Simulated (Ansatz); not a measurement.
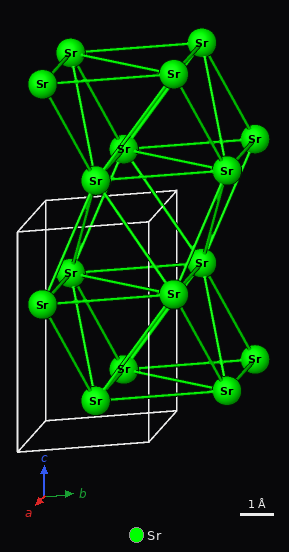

The starting point is a crystal of Sr (set up in P6_3/mmc). A ball-and-stick model of the cell of the calculation, repeated 2 × 2 × 2 with one cell outlined, seen slightly off an axis.

Level of theory: Ansatz, DFT, r2SCAN, PAW with Ansatz's default frozen-core files, scalar-relativistic. Set-up: plane-wave cutoff 500 eV; k-point mesh 11 × 11 × 6; occupations fermi dirac; smearing width 0.05 eV; no spin polarisation.

Change: All lengths are scaled by +0.7 % (volume +2.0 %), the atoms keeping their fractional coordinates. No relaxation follows.

The input:
```yaml
crystal:
  lattice:
    - [4.3296840923, 0.0, 0.0]
    - [-2.1648420462, 3.7496164143, 0.0]
    - [0.0, 0.0, 7.0912110651]
  atoms:
    - { symbol: Sr, position: [0.3333333333, 0.6666666667, 0.25] }
    - { symbol: Sr, position: [0.6666666667, 0.3333333333, 0.75] }
kpoints:
  mp_grid: { grid: [11, 11, 6] }
scf:
  occupations: { method: fermi_dirac, width: 0.05 }
hamiltonian:
  xc: r2scan
  pseudopotentials: { kind: paw }
output:
  forces: true
  stress: true
  eigenvalues: true
  efg: { contact_densities: true }
```

Launched with:
```bash
ansatz run input.yaml --threads 1 --pin off --max-ram 2048MiB --backend cpu --events-out ev --progress --plain --runs-dir out
```

> What is the effect?

The energy changes by less than 1 meV per atom. The pressure goes from 0.2 to −0.1 GPa. The principal stresses (compression positive) are 0.1 GPa along c and −0.2 GPa across it. All forces vanish by symmetry. Near-neighbour distances before and after: Sr–Sr 4.305 → 4.330 to 4.338 Å. The space group stays P6_3/mmc (No. 194).
